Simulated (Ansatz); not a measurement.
# Run report: C₁₀F, single-point calculation (part 2 of 2)

Continued. System: C₁₀F (slab, 11 atoms in the cell). Method: DFT LDA, scalar-relativistic, plane waves, PAW, PAW set soft_1, spin-polarised (Ansatz 0.2.0); cutoff 420 eV, 8×7×1 k-mesh, Gaussian smearing of 0.05 eV, collinear spins. The structure derives from an entry of the Crystallography Open Database.

Geometry of the input (Å; fractional positions):
```
3.6008  0.0000  0.0000
-1.6597  3.8954  0.0000
0.0000  0.0000  21.7917
C  0.5002  0.3334  0.1836
C  0.4998  0.6666  0.1836
C  0.5002  0.8334  0.2396
C  0.4998  0.1666  0.2396
C  0.5001  0.3353  0.2957
C  0.4999  0.6647  0.2957
C  0.5001  0.8367  0.3520
C  0.4999  0.1633  0.3520
C  0.5004  0.3543  0.4034
C  0.4996  0.6457  0.4034
F  0.5004  0.3543  0.4902
```

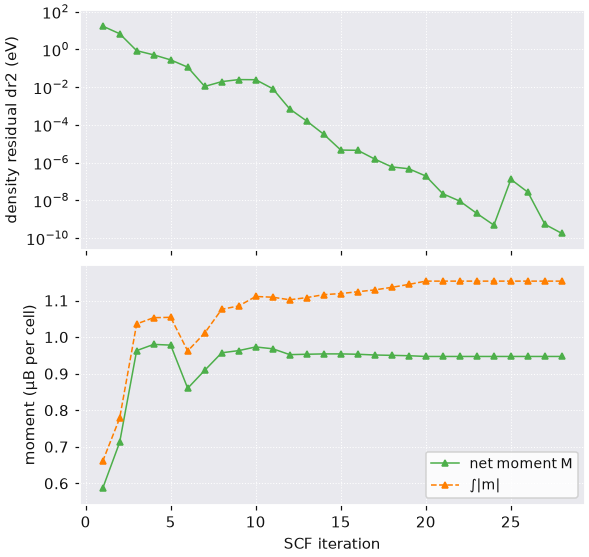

Fig. 1: Convergence of the self-consistent field: density residual dr2 and magnetic moment against the SCF iteration. The residual comes down, with one marked jump up, by a factor of about 250, at step 25. The net moment goes from 0.6 to 0.9 μB per cell.

```
WARN: The output density's exchange-correlation potential varies sharply where the density is thin. Do not read a vacuum level from v_tot or v_xc, or from such a field of the output density. On a cell that repeats whose density bears no net charge and no dipole along the vacuum's axis use v_es (v_loc + v_h of the components); under efield.dipole_correction with no amplitude use v_es + v_field, which holds any external_charges[].barrier, or the levels of the report's work_function block, which leave it out; under a non-zero efield.amplitude the vacuum is tilted and has no level; on a cell that repeats and bears such a dipole with no correction it is tilted too, and efield.dipole_correction with no amplitude gives each side of its ramp a level where efield: is served; in a cell that repeats whose density bears a net charge (total_charge, or a fill off its count) it is curved and has none; of a slab under crystal.periodic whose density bears no net charge use v_es, which has a level on each side, short of where the two are joined; of another it falls or rises all the way out and has none; of a slab beside external_charges read slab_vacuum_level instead, which it has where they leave it neutral. The grid or the basis barely resolves most such structure, and the values can differ between equally converged runs; as a rule a tighter scf.convergence.dr2_threshold does not remove it. Where the density itself ripples (under the LDA too) a higher basis.ecutwfc lessens it. The files hold the spikes' plane waves up to the density's cutoff. Files: v_tot_of_output_density and the like, and their columns of v_z.tsv (output.write_potential); v_xc_of_output_density and the like, and their columns of v_comp_z.tsv (output.write_potential_components). Measured: with its Gaussian average of σ = 0.25 Å subtracted twice, the exchange-correlation potential is over 0.1 eV at 233 of the grid points where the equally averaged density (valence and model cores) is under 1e-3 e/Å³, and 0.363 eV at the most among them, at an averaged density of 2.9e-4 e/Å³. The input density's (outcome.potential() and, of a run that writes arrays, v_tot and v_xc) is over 0.1 eV, so measured, at 233 points of its own thin density, 0.363 eV at the most. See output.write_potential in the manual, Limitations
SCF converged after 28 iterations
an eigenvalue changed by more than its tolerance at an iteration that met the thresholds in force, so the SCF went on 4 times, its first undamped step at iteration 24: the last check found none over its tolerance
Magnetization: 0.9467 μB (23.9734 up, 23.0266 down)
Absolute magnetization: 1.1563 μB (∫|ρ↑−ρ↓|, with the PAW one-centre terms)
Spin contamination: 0.0595 ħ² per cell (⟨S²⟩ above its minimum at these occupations)
Per-site moments (μB) at R_I (Å): [(0.015697296807142422, 0.5822067935473129), (-0.022250451184310457, 0.5822067935473129), (0.0017623266694868991, 0.5822067935473129), (-0.0014857303492839297, 0.5822067935473129), (-6.115560700946626e-5, 0.5754287551997156), (0.01401939956559237, 0.5754287551997156), (0.003997039837367376, 0.5701450189425702), (0.00837771490159312, 0.5701450189425703), (0.007012183928806279, 0.509281623914183), (0.17119605290096593, 0.509281623914183), (0.3211620421619772, 0.7796249996137201)]
Free energy (F): -3210.679042 eV
Harris-Foulkes:  -3210.679042 eV  (|F-HF|=2.41e-10)
Internal energy: -3210.675093 eV  (E = F + TS)
E sigma→0 (E₀):  -3210.677068 eV
Entropy (-TS):   -0.003949 eV (-0.359 meV/atom)
Fermi energy:    -3.429718 eV
Dipole field:    D = -0.101055 V/Å  (p = -0.170700 e·Å, saw-weighted, corrected)
Work function:   Φ+ = 8.8111 eV   Φ− = 6.6089 eV
Levels:          The Fermi level and band energies are counted from a zero that moves with the ramp; work functions are not
--- Per-component energies (eV) ---
  E_band       = -543.484821
  E_kinetic    = 1062.860337
  E_local      = -24059.032155  (includes V_loc(G=0)·N_el)
  E_nonlocal   = 337.022286
  E_hartree    = 11467.327940
  E_xc         = -530.601701
  E_vxc        = -659.816135  (∫ρ·V_xc dr)
  E_paw        = -1115.988680  (= ΣΔE_a)
  E_vpaw       = -157.857579  (= ΣTr[D̂ρ^β])
  E_aug_tail   = 0.000826  (compensation charges beyond the density's cutoff)
  E_efield     = 0.008625  (sawtooth field / dipole correction)
  E_vefield    = -1.318969  (∫n·V_field dr)
  E_ewald      = 9626.985852
  E_core_change = 0.741576  (= ΣΔE_core)
  E_smearing   = -0.003949  (= −TS)
  E_closure    = -0.000000  (closes the sum)
  Σ components = -3210.679042   (vs F -3210.679042, Δ=0.00e0)
--- Forces (eV/Å), atoms counted from 1 ---
  atom   1  C     -2.69003068     6.25910761     1.19426938
  atom   2  C      2.70884858    -6.30220987     1.26450603
  atom   3  C     -0.18316589     0.42152335    -1.23675482
  atom   4  C      0.17553827    -0.40738298    -1.19912840
  atom   5  C      0.01791430    -0.04790601     0.10128430
  atom   6  C     -0.05580033     0.14827380    -0.09518305
  atom   7  C      0.22672993    -0.52515127    -0.00314976
  atom   8  C      0.01170716    -0.03160110     0.18054400
  atom   9  C      1.07426407    -2.50144368     3.07331466
  atom  10  C     -1.57609799     3.65943397    -0.27337269
  atom  11  F      0.29009960    -0.67262623    -3.00670436
  max |Σ_I F_I| component: 3.75e-4 eV/Å
--- Band table (eV; the first three rows and the last of 58) ---
  k-point 0 ↑: bands = ["-24.5981", "-22.3609", "-20.4954", "-17.7875", "-16.7904", "-16.3394", "-15.3772", "-15.0743", "-12.5396", "-12.3367", "-12.2013", "-10.1491", "-9.3058", "-8.8200", "-8.6237", "-7.5572", "-7.2541", "-5.8540", "-5.6865", "-5.1345", "-5.0190", "-4.7938", "-4.4921", "-3.0308", "-2.8918", "-2.0760", "-1.8461", "-0.6114", "0.2538", "1.6248", "2.7490", "3.5081", "3.9908", "4.2873", "4.5339"]
  k-point 1 ↑: bands = ["-24.5956", "-22.2368", "-20.3809", "-18.1248", "-17.5328", "-16.3894", "-15.0695", "-14.2892", "-13.2620", "-12.0944", "-11.4581", "-10.2887", "-9.2234", "-8.9403", "-8.4602", "-7.4924", "-7.3818", "-5.9481", "-5.8492", "-5.6139", "-5.0365", "-4.8218", "-4.4565", "-4.0448", "-2.2785", "-1.7061", "-1.0655", "-0.8175", "0.1799", "1.8835", "2.9444", "3.6174", "3.8755", "4.4837", "4.7467"]
  k-point 2 ↑: bands = ["-24.5900", "-21.8684", "-20.0638", "-19.2559", "-17.7120", "-17.0998", "-14.3759", "-14.0077", "-13.0650", "-11.2712", "-11.0503", "-10.4101", "-9.0410", "-8.9635", "-8.4665", "-7.7288", "-7.3108", "-6.8291", "-6.0906", "-5.7907", "-5.1246", "-4.9732", "-4.6552", "-4.3833", "-2.8634", "-1.2464", "-0.3952", "-0.0520", "0.6192", "2.6389", "2.9945", "3.5266", "4.5646", "5.0735", "5.3511"]
  k-point 28 ↓: bands = ["-23.9654", "-21.0166", "-20.1961", "-19.1939", "-18.3336", "-16.7260", "-14.7252", "-13.5409", "-11.6781", "-11.3585", "-10.3874", "-10.0267", "-9.6596", "-9.5601", "-8.7293", "-8.4411", "-7.8466", "-7.3287", "-6.8279", "-5.8722", "-5.6219", "-5.1257", "-4.5049", "-3.3420", "-3.0876", "-0.9338", "-0.8570", "0.2665", "1.8940", "2.7845", "4.4682", "5.4558", "5.6732", "5.9117", "6.5060"]
--- Löwdin populations: 11 sites ---
  site symbol       q [e]    m [muB]
     0      C      3.9702     0.0470
     1      C      3.9651    -0.0678
     2      C      3.9452     0.0043
     3      C      3.9451    -0.0037
     4      C      3.9764     0.0003
     5      C      3.9767     0.0301
     6      C      3.9560    -0.0193
     7      C      3.9591     0.0207
     8      C      3.7487    -0.0026
     9      C      3.8424     0.5875
    10      F      7.2557     0.3403
  spilling = 0.009776 (of n_electrons = 47.000000)
```

File populations.tsv
```
# site	symbol	l	j	q_up	q_dn
# orbitals = lowdin
# n_electrons = 47.000000
# spilling = 0.009776
0	C	0_2S	-	0.530223	0.524673
0	C	1_2P	-	1.478389	1.436942
1	C	0_2S	-	0.521754	0.534712
1	C	1_2P	-	1.426869	1.481742
2	C	0_2S	-	0.447374	0.446304
2	C	1_2P	-	1.527367	1.524173
3	C	0_2S	-	0.445455	0.446904
3	C	1_2P	-	1.525216	1.527506
4	C	0_2S	-	0.447425	0.445390
4	C	1_2P	-	1.540908	1.542684
5	C	0_2S	-	0.451298	0.444339
5	C	1_2P	-	1.552111	1.528957
6	C	0_2S	-	0.434611	0.437612
6	C	1_2P	-	1.533738	1.550061
7	C	0_2S	-	0.440404	0.434740
7	C	1_2P	-	1.549500	1.534452
8	C	0_2S	-	0.460273	0.458823
8	C	1_2P	-	1.412772	1.416786
9	C	0_2S	-	0.531191	0.428921
9	C	1_2P	-	1.683741	1.198524
10	F	0_2S	-	0.988439	0.984647
10	F	1_2P	-	2.809560	2.473009
```

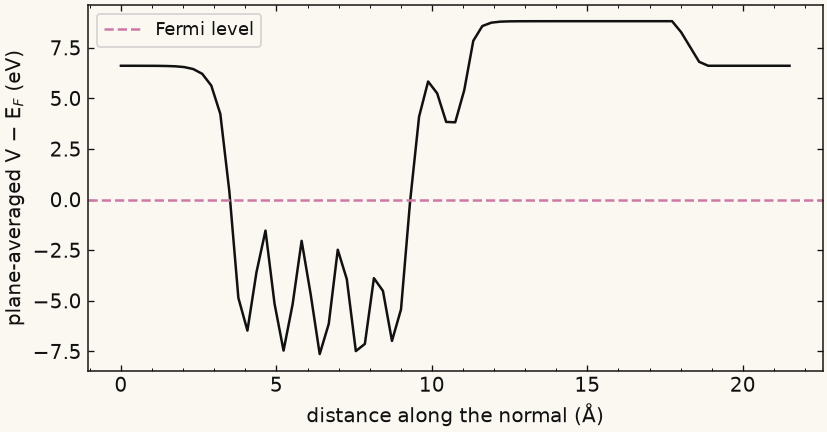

Fig. 2: Plane average of the electrostatic potential energy of an electron across the cell, from the Fermi level. The vacuum level lies 8.81 eV above the Fermi level on the upper side and 6.61 eV on the lower.

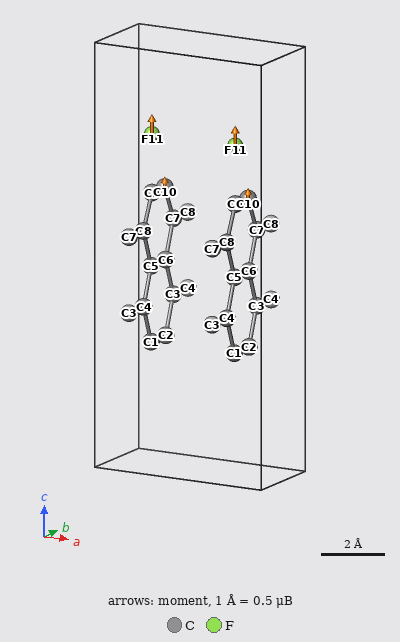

Fig. 3: Magnetic moments of the sites as orange arrows (ball-and-stick view of the 2 × 1 repeat of the cell, with the vacuum cut short, seen slightly off an axis; neighbours outside the cell are drawn fainter; atoms are numbered from 1 in the order of the input); small moments hardly show. The run is collinear, so the axis drawn is arbitrary. Site moments: F11 (0.32 μB); C10 (0.17 μB). They are counted near the atoms and needn't add up to the moment of the cell.

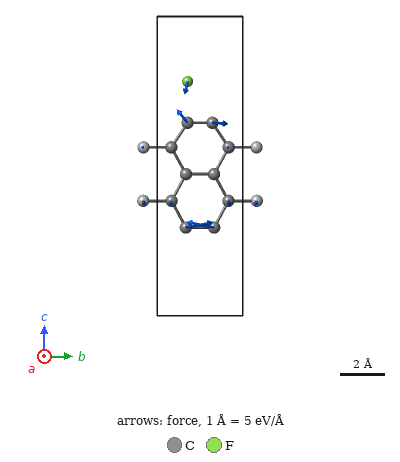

Fig. 4: Forces on the atoms as blue arrows (ball-and-stick view of the cell of the calculation, with the vacuum cut short, along the a axis; neighbours outside the cell are drawn fainter); the smallest are left out. The largest act on C2 (6.98 eV/Å); C1 (6.92 eV/Å); C9 (4.11 eV/Å); C10 (3.99 eV/Å), among others. Atoms are counted from 1 in the order of the input and aren't labelled in the picture. The geometry is not a stationary point of this energy.

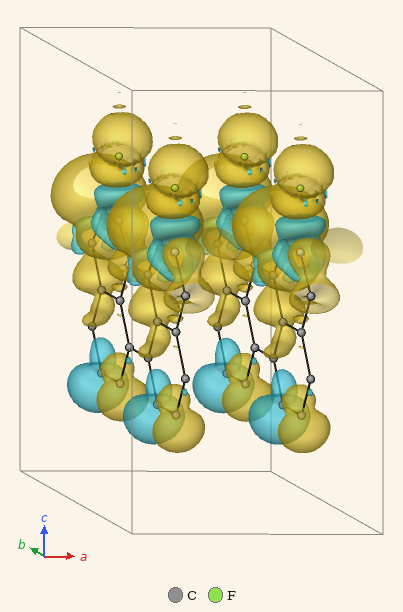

Fig. 5: Isosurfaces of the spin density (up minus down) at +0.006 (yellow) and −0.006 e/Å³ (cyan), seen slightly off an axis. Sticks mark near contacts. The spin density sits on F: +0.3 μB in one cell of 11 atoms. The cell of the calculation (11 atoms) carries 0.9 μB net. Core electrons are frozen (PAW), so the fields are smoothed inside the atomic spheres.

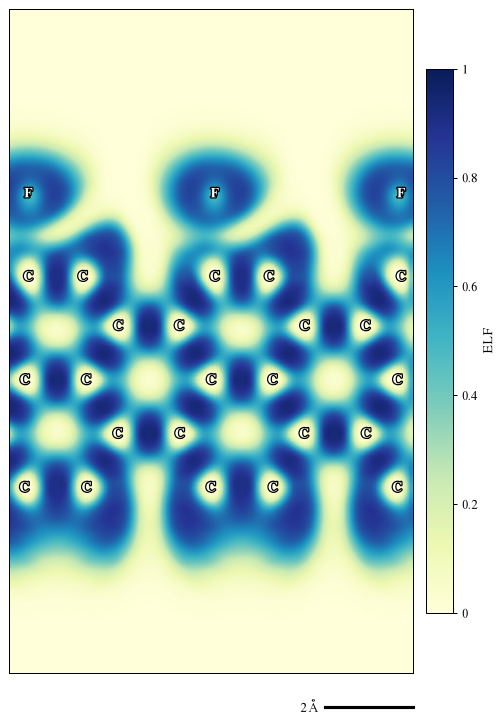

Fig. 6: Electron localisation function on the (100) plane of the calculation cell, a cut from vacuum to vacuum. C–C (1.23 Å): the ELF peaks at about 0.90 between the atoms (inside overlapping PAW spheres, so only a guide) (a double or triple bond). C–C (1.43 Å): the ELF peaks at about 0.95 between the atoms (a shared electron pair).

Key numbers

- outcome: converged
- electrons treated: 47
- free energy: −3210.6790 eV
- work function, top face: 8.81 eV
- work function, bottom face: 6.61 eV
- Fermi energy: −3.430 eV
- gap on the k-point mesh: none (metallic)
- net moment of the cell: 0.95 μB
- integrated absolute moment: 1.16 μB
- work function (upper face): 8.81 eV
- largest force (length of the vector): 6.975 eV/Å
- hardware: 1 thread of Arm Neoverse V1, 24 GiB of memory available, shared host
- wall time: 3.4 min
- peak memory: 0.7 GiB

The program warns: the PAW datasets were made with another functional; the exchange-correlation potential is rough where the density is thin.
